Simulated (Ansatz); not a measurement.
## Ta: geometry relaxation (part 1 of 2)

- system: Ta (2 atoms in the cell)
- method: DFT r2SCAN, scalar-relativistic, plane waves, PAW, no spin polarisation (Ansatz 0.2.0)

The structure derives from a Materials Project entry.

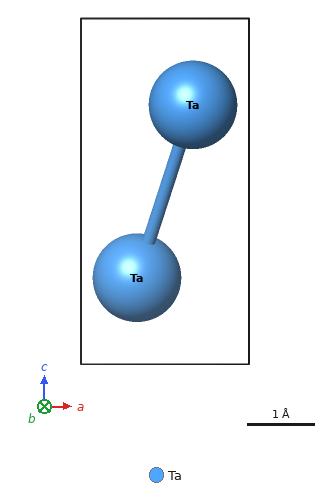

**Figure 1.** The input geometry (ball-and-stick view of the cell of the calculation, along the b axis). An atom can appear more than once, as a periodic image. Near neighbours in the periodic cell (some may lie outside the picture): Ta has 12 Ta at 2.90 to 3.08 Å.

Summary

| quantity | value |
| --- | --- |
| outcome | converged |
| space group (tolerance 0.01 Å) | P6₃/mmc (194) |
| electrons treated | 26 |
| free energy | −19888.0352 eV |
| Fermi energy | 18.416 eV |
| gap on the k-point mesh | none (metallic) |
| pressure | 0.02 GPa |
| final volume | 36.97 Å³ |
| largest force (length of the vector) at the end | under 0.001 eV/Å |
| final cell | a = 2.888 Å, b = 2.888 Å, c = 5.118 Å, α = 90.00°, β = 90.00°, γ = 120.00° |
| hardware | 1 thread of Intel Xeon @ 2.50GHz (Skylake/Cascade Lake), 189 GiB of memory available, shared host |
| wall time | 2 min |
| peak memory | 0.55 GiB |

Remarks

Spin–orbit coupling is left out, which matters for Ta.

Input file
```yaml
crystal:
  lattice:
    - [2.9003720726, 0.0, 0.0]
    - [-1.4501860363, 2.5117958953, 0.0]
    - [0.0, 0.0, 5.166274]
  atoms:
    - { symbol: Ta, position: [0.66666667, 0.33333333, 0.75] }
    - { symbol: Ta, position: [0.33333333, 0.66666667, 0.25] }
basis:
  ecutwfc: 500
kpoints:
  mp_grid: { grid: [18, 18, 8] }
hamiltonian:
  xc: r2scan
scf:
  occupations: { method: gaussian, width: 0.1 }
output:
  forces: true
  stress: true
  eigenvalues: true
  write_density: true
  write_potential: true
  elf: true
  volumetric_format: npy
relax:
  adjacent_minimum: "off"
  f_tol: 0.005
  max_steps: 80
  cell: { stress_tol: 0.05 }
```

Launch command:
```bash
ansatz run input.yaml --threads 1 --pin off --max-ram 2560MiB --backend cpu --events-out ev --progress --plain --runs-dir out
```

The program's output
```
Engine: ansatz 0.2.0, x86_64-unknown-linux-gnu
Pseudopotentials: kind: paw
Pseudopotential: Ta, paw, valence charge 13, recommended cutoff 500 eV (meta_gga), Ta.paw.azcp
Functional definition: r2SCAN
  parameter k0 = 0.174
  parameter k1 = 0.065
  parameter a1 = 4.9479
  exchange = r2scan_x(k0 = k0, k1 = k1, a1 = a1)
  correlation = r2scan_c
Crystal: 2 atoms, lattice volume = 37.637 Å³
Basis set: ecut = 500 eV, 931 PW (Γ), exchange–correlation on 96×96×160 points (64 copies of the dense FFT grid, shifted against one another)
Bands: 17, of which v1, the nominal top of the filled ones, is band 13 counted from 1 (12 counted from 0)
Symmetry: 24 space group operations
Space group: P63/mmc (ITA 194), of the structure as read, at distance tolerance 3.4e-5 Å
k-points: 185 of 2592
Non-local potential: Ta, projectors of the file, l = 0: 3, l = 1: 2, l = 2: 2, l = 3: 1
PAW form: soft (Blöchl's): semilocal exchange-correlation on the pseudo side does not see the compensation charge
PAW frozen core: Ta, regenerated for the run's functional (the file was generated under x = pbe(κ = 0.804, μ = 0.2195149727645171), c = pbe(β = 0.06672455060314922))
PAW one-centre angular grid: Ta, 590 points (default); XC on 160 Gauss nodes
Initial density: superposition of atomic densities (neutral atoms: chi_scale 0, normalization atom), corrected by the library's trained network
Initial wavefunctions: pseudopotential atomic-orbital guess
Functional: x = r2scan, c = r2scan; τ floored in thin density (d = 2e-4 eV/Å³)
SCF iter   1: F=—  HF=-19887.997179 eV  |F-HF|=—  |Δ(HF+E_count)|=         —  Δρ=8.19e-3  dr2=1.15e-2  dr2_τ=2.96e-2  ethr=1.77e-3  ⟨swp⟩=5.4  Hψ=15245  notcnv=0
preconditioner: auto → Kerker (q_TF=auto, 2.565 Å⁻¹)  [metal: Δε(μ)=0.001 eV  Ē_g=4.809 eV  σ=0.100 eV  W_gap=0.01  n_scr=10 (ndim 8)  ℏωp=19.1 eV  f_vac=0.000  D(μ)=2.50/eV (n_scr^D=22)]
SCF iter   2: F=—  HF=-19888.026101 eV  |F-HF|=—  |Δ(HF+E_count)|=   2.89e-2  Δρ=5.32e-3  dr2=4.87e-3  dr2_τ=5.39e-4  ethr=4.44e-5  ⟨swp⟩=2.1  Hψ=5683  notcnv=0
SCF iter   3: F=—  HF=-19888.027688 eV  |F-HF|=—  |Δ(HF+E_count)|=   1.59e-3  Δρ=6.72e-4  dr2=9.96e-5  dr2_τ=2.82e-5  ethr=1.87e-5  ⟨swp⟩=2.0  Hψ=4056  notcnv=0
SCF iter   4: F=—  HF=-19888.027724 eV  |F-HF|=—  |Δ(HF+E_count)|=   3.61e-5  Δρ=2.71e-4  dr2=1.96e-5  dr2_τ=1.14e-6  ethr=3.83e-7  ⟨swp⟩=2.6  Hψ=5154  notcnv=0
SCF iter   5: F=—  HF=-19888.027729 eV  |F-HF|=—  |Δ(HF+E_count)|=   4.45e-6  Δρ=5.42e-5  dr2=6.51e-7  dr2_τ=7.44e-8  ethr=7.53e-8  ⟨swp⟩=2.4  Hψ=4004  notcnv=0
SCF iter   6: F=-19888.027729 eV  HF=-19888.027729 eV  |F-HF|=4.75e-8  |Δ(HF+E_count)|=   3.52e-7  Δρ=1.74e-5  dr2=5.51e-8  dr2_τ=6.38e-9  ethr=3.85e-10  ⟨swp⟩=10.1  Hψ=22402  notcnv=0
SCF 1 converged in 6 iterations: F = -19888.027729 eV  dr2 = 5.51e-8
  greatest PAW one-centre occupation: 0.998 electrons in one spin orbital (limit 2), on the Ta atom at site 1 (counted from 0), in its partial waves of l = 0
relax step   1: F+E_penalty+E_count = -19888.02772932 eV  Δ(F+E_penalty+E_count) = +0.000e0 eV  max|allowed force component| = 3.932e-17 eV/Å  Δτ_max = 0.0000 Å  P = -3.373 GPa  Ω = 37.637 Å³  (6 SCF iters, dr2 threshold 1.00e-7 eV, accepted)
Crystal: 2 atoms, lattice volume = 34.816 Å³
Basis set: ecut = 500 eV, 895 PW (Γ), exchange–correlation on 96×96×160 points (64 copies of the dense FFT grid, shifted against one another)
Initial density: handed on by an earlier stage of this run
Initial wavefunctions: those handed on with the density
iter 1 solved again at ethr=1.73e-5 eV; its pass at ethr=3.10e-3 eV (dr2=4.49e-3 eV) is discarded
SCF iter   1: F=—  HF=-19887.753154 eV  |F-HF|=—  |Δ(HF+E_count)|=         —  Δρ=3.87e-3  dr2=4.44e-3  dr2_τ=1.44e-1  ethr=1.73e-5  ⟨swp⟩=1.8  Hψ=22433  notcnv=0
preconditioner: auto → Kerker (q_TF=auto, 2.599 Å⁻¹)  [metal: Δε(μ)=0.003 eV  Ē_g=5.166 eV  σ=0.100 eV  W_gap=0.02  n_scr=10 (ndim 8)  ℏωp=19.9 eV  f_vac=0.000  D(μ)=2.26/eV (n_scr^D=22)]
SCF iter   2: F=—  HF=-19887.947188 eV  |F-HF|=—  |Δ(HF+E_count)|=   1.94e-1  Δρ=2.35e-3  dr2=1.36e-3  dr2_τ=1.76e-4  ethr=1.71e-5  ⟨swp⟩=2.7  Hψ=6480  notcnv=0
SCF iter   3: F=—  HF=-19887.947931 eV  |F-HF|=—  |Δ(HF+E_count)|=   7.44e-4  Δρ=6.31e-4  dr2=1.21e-4  dr2_τ=4.37e-5  ethr=5.21e-6  ⟨swp⟩=2.3  Hψ=4711  notcnv=0
SCF iter   4: F=—  HF=-19887.947948 eV  |F-HF|=—  |Δ(HF+E_count)|=   1.70e-5  Δρ=1.85e-4  dr2=7.36e-6  dr2_τ=5.87e-7  ethr=4.66e-7  ⟨swp⟩=2.6  Hψ=4805  notcnv=0
SCF iter   5: F=—  HF=-19887.947953 eV  |F-HF|=—  |Δ(HF+E_count)|=   4.71e-6  Δρ=5.07e-5  dr2=6.03e-7  dr2_τ=1.28e-7  ethr=2.83e-8  ⟨swp⟩=2.1  Hψ=4200  notcnv=0
SCF iter   6: F=—  HF=-19887.947953 eV  |F-HF|=—  |Δ(HF+E_count)|=   2.60e-7  Δρ=3.15e-5  dr2=2.06e-7  dr2_τ=2.48e-8  ethr=7.69e-10  ⟨swp⟩=9.8  Hψ=21931  notcnv=0
SCF iter   7: F=-19887.947953 eV  HF=-19887.947953 eV  |F-HF|=2.48e-8  |Δ(HF+E_count)|=   1.61e-7  Δρ=1.30e-5  dr2=3.63e-8  dr2_τ=4.19e-9  ethr=7.69e-10  ⟨swp⟩=9.0  Hψ=19496  notcnv=0
SCF 2 converged in 7 iterations: F = -19887.947953 eV  dr2 = 3.63e-8
relax step   2: F+E_penalty+E_count = -19887.94795343 eV  Δ(F+E_penalty+E_count) = +7.978e-2 eV  max|allowed force component| = 3.007e-17 eV/Å  Δτ_max = 0.0000 Å  P = +13.248 GPa  Ω = 34.816 Å³  energy of the carried Pulay correction = +1.107e-3 eV  (7 SCF iters, dr2 threshold 2.00e-7 eV, rejected (line search))
Crystal: 2 atoms, lattice volume = 37.030 Å³
iter 1 solved again at ethr=1.37e-5 eV; its pass at ethr=3.10e-3 eV (dr2=3.56e-3 eV) is discarded
SCF iter   1: F=—  HF=-19887.891418 eV  |F-HF|=—  |Δ(HF+E_count)|=         —  Δρ=3.14e-3  dr2=3.53e-3  dr2_τ=9.64e-2  ethr=1.37e-5  ⟨swp⟩=1.7  Hψ=22734  notcnv=0
preconditioner: auto → Kerker (q_TF=auto, 2.572 Å⁻¹)  [metal: Δε(μ)=0.006 eV  Ē_g=4.886 eV  σ=0.100 eV  W_gap=0.04  n_scr=10 (ndim 8)  ℏωp=19.3 eV  f_vac=0.000  D(μ)=2.48/eV (n_scr^D=22)]
SCF iter   2: F=—  HF=-19888.034904 eV  |F-HF|=—  |Δ(HF+E_count)|=   1.43e-1  Δρ=1.90e-3  dr2=9.08e-4  dr2_τ=9.24e-5  ethr=1.36e-5  ⟨swp⟩=2.0  Hψ=6291  notcnv=0
SCF iter   3: F=—  HF=-19888.035369 eV  |F-HF|=—  |Δ(HF+E_count)|=   4.65e-4  Δρ=6.35e-4  dr2=1.30e-4  dr2_τ=2.61e-5  ethr=3.49e-6  ⟨swp⟩=2.3  Hψ=4683  notcnv=0
SCF iter   4: F=—  HF=-19888.035367 eV  |F-HF|=—  |Δ(HF+E_count)|=   2.61e-6  Δρ=1.58e-4  dr2=8.09e-6  dr2_τ=2.52e-7  ethr=4.99e-7  ⟨swp⟩=2.2  Hψ=4241  notcnv=0
SCF iter   5: F=—  HF=-19888.035366 eV  |F-HF|=—  |Δ(HF+E_count)|=   4.15e-7  Δρ=4.72e-5  dr2=6.43e-7  dr2_τ=3.91e-8  ethr=3.11e-8  ⟨swp⟩=2.0  Hψ=4081  notcnv=0
SCF iter   6: F=—  HF=-19888.035367 eV  |F-HF|=—  |Δ(HF+E_count)|=   9.82e-7  Δρ=2.32e-5  dr2=1.28e-7  dr2_τ=8.40e-9  ethr=2.47e-9  ⟨swp⟩=1.9  Hψ=4899  notcnv=0
SCF iter   7: F=—  HF=-19888.035367 eV  |F-HF|=—  |Δ(HF+E_count)|=   6.86e-8  Δρ=8.88e-6  dr2=2.12e-8  dr2_τ=1.42e-9  ethr=4.91e-10  ⟨swp⟩=2.3  Hψ=4519  notcnv=0
SCF iter   8: F=—  HF=-19888.035367 eV  |F-HF|=—  |Δ(HF+E_count)|=   5.05e-9  Δρ=2.98e-6  dr2=2.22e-9  dr2_τ=1.56e-10  ethr=8.14e-11  ⟨swp⟩=2.0  Hψ=4690  notcnv=0
SCF iter   9: F=—  HF=-19888.035367 eV  |F-HF|=—  |Δ(HF+E_count)|=  7.86e-10  Δρ=6.59e-7  dr2=1.07e-10  dr2_τ=5.90e-12  ethr=8.54e-12  ⟨swp⟩=2.6  Hψ=5384  notcnv=0
SCF iter  10: F=-19888.035367 eV  HF=-19888.035367 eV  |F-HF|=3.64e-12  |Δ(HF+E_count)|=  5.46e-11  Δρ=8.98e-9  dr2=2.62e-14  dr2_τ=1.20e-15  ethr=1.00e-12  ⟨swp⟩=6.1  Hψ=14306  notcnv=0
the search or the solves at the SCF's close seem to have found levels that the self-consistency loop had missed (the run counts 1). By its estimate they hold under 1e-12 electrons; where the run keeps them, the occupations were computed again with them
SCF 3 converged in 10 iterations: F = -19888.035367 eV  dr2 = 2.62e-14
relax step   3: F+E_penalty+E_count = -19888.03536749 eV  Δ(F+E_penalty+E_count) = -7.638e-3 eV  max|allowed force component| = 3.469e-17 eV/Å  Δτ_max = 0.0000 Å  P = -0.301 GPa  Ω = 37.030 Å³  energy of the carried Pulay correction = +2.313e-4 eV  (10 SCF iters, accepted)
Crystal: 2 atoms, lattice volume = 36.968 Å³
iter 1 solved again at ethr=1.77e-8 eV; its pass at ethr=3.10e-3 eV (dr2=4.61e-6 eV) is discarded
SCF iter   1: F=—  HF=-19888.035352 eV  |F-HF|=—  |Δ(HF+E_count)|=         —  Δρ=1.27e-4  dr2=6.25e-6  dr2_τ=7.27e-5  ethr=1.77e-8  ⟨swp⟩=3.4  Hψ=21692  notcnv=0
preconditioner: auto → Kerker (q_TF=auto, 2.573 Å⁻¹)  [metal: Δε(μ)=0.003 eV  Ē_g=4.905 eV  σ=0.100 eV  W_gap=0.02  n_scr=10 (ndim 8)  ℏωp=19.3 eV  f_vac=0.000  D(μ)=2.41/eV (n_scr^D=22)]
SCF iter   2: F=—  HF=-19888.035459 eV  |F-HF|=—  |Δ(HF+E_count)|=   1.07e-4  Δρ=6.35e-5  dr2=1.23e-6  dr2_τ=1.19e-7  ethr=1.77e-8  ⟨swp⟩=2.0  Hψ=5566  notcnv=0
SCF iter   3: F=-19888.035459 eV  HF=-19888.035459 eV  |F-HF|=4.26e-8  |Δ(HF+E_count)|=   3.46e-7  Δρ=2.29e-5  dr2=1.98e-7  dr2_τ=2.35e-8  ethr=7.69e-10  ⟨swp⟩=7.2  Hψ=20262  notcnv=0
SCF 4 converged in 3 iterations: F = -19888.035459 eV  dr2 = 1.98e-7
relax step   4: F+E_penalty+E_count = -19888.03545884 eV  Δ(F+E_penalty+E_count) = -9.135e-5 eV  max|allowed force component| = 3.932e-17 eV/Å  Δτ_max = 0.0000 Å  P = +0.020 GPa  Ω = 36.968 Å³  energy of the carried Pulay correction = +2.550e-4 eV  (3 SCF iters, dr2 threshold 2.00e-7 eV, accepted)
Initial wavefunctions: pseudopotential atomic-orbital guess (no wavefunctions were taken with the density)
iter 1 solved again at ethr=6.21e-8 eV; its pass at ethr=3.10e-3 eV (dr2=1.61e-5 eV) is discarded
SCF iter   1: F=—  HF=-19888.035208 eV  |F-HF|=—  |Δ(HF+E_count)|=         —  Δρ=5.05e-5  dr2=2.74e-7  dr2_τ=8.01e-7  ethr=6.21e-8  ⟨swp⟩=3.8  Hψ=23525  notcnv=0
preconditioner: auto → Kerker (q_TF=auto, 2.573 Å⁻¹)  [metal: Δε(μ)=0.004 eV  Ē_g=4.905 eV  σ=0.100 eV  W_gap=0.02  n_scr=10 (ndim 8)  ℏωp=19.3 eV  f_vac=0.000  D(μ)=2.41/eV (n_scr^D=22)]
SCF iter   2: F=—  HF=-19888.035210 eV  |F-HF|=—  |Δ(HF+E_count)|=   1.61e-6  Δρ=2.80e-5  dr2=1.07e-7  dr2_τ=3.90e-8  ethr=1.05e-9  ⟨swp⟩=2.0  Hψ=4288  notcnv=0
SCF iter   3: F=—  HF=-19888.035210 eV  |F-HF|=—  |Δ(HF+E_count)|=   3.46e-8  Δρ=2.91e-6  dr2=1.40e-9  dr2_τ=5.36e-10  ethr=4.13e-10  ⟨swp⟩=2.3  Hψ=4559  notcnv=0
SCF iter   4: F=—  HF=-19888.035210 eV  |F-HF|=—  |Δ(HF+E_count)|=  6.62e-10  Δρ=5.74e-7  dr2=5.76e-11  dr2_τ=1.16e-11  ethr=5.39e-12  ⟨swp⟩=2.8  Hψ=5294  notcnv=0
SCF iter   5: F=-19888.035210 eV  HF=-19888.035210 eV  |F-HF|=7.28e-12  |Δ(HF+E_count)|=  3.64e-11  Δρ=1.10e-7  dr2=1.50e-12  dr2_τ=1.68e-12  ethr=1.00e-12  ⟨swp⟩=6.2  Hψ=14513  notcnv=0
SCF 5 converged in 5 iterations: F = -19888.035210 eV  dr2 = 1.50e-12
relax step   5: F+E_penalty+E_count = -19888.03520981 eV  Δ(F+E_penalty+E_count) = +2.490e-4 eV  max|allowed force component| = 3.469e-17 eV/Å  Δτ_max = 0.0000 Å  P = +0.017 GPa  Ω = 36.968 Å³  stress off target by 3.39e-2 GPa  SCF on the basis re-selected at this cell (its energy is not comparable with the rows above)  (5 SCF iters)
```
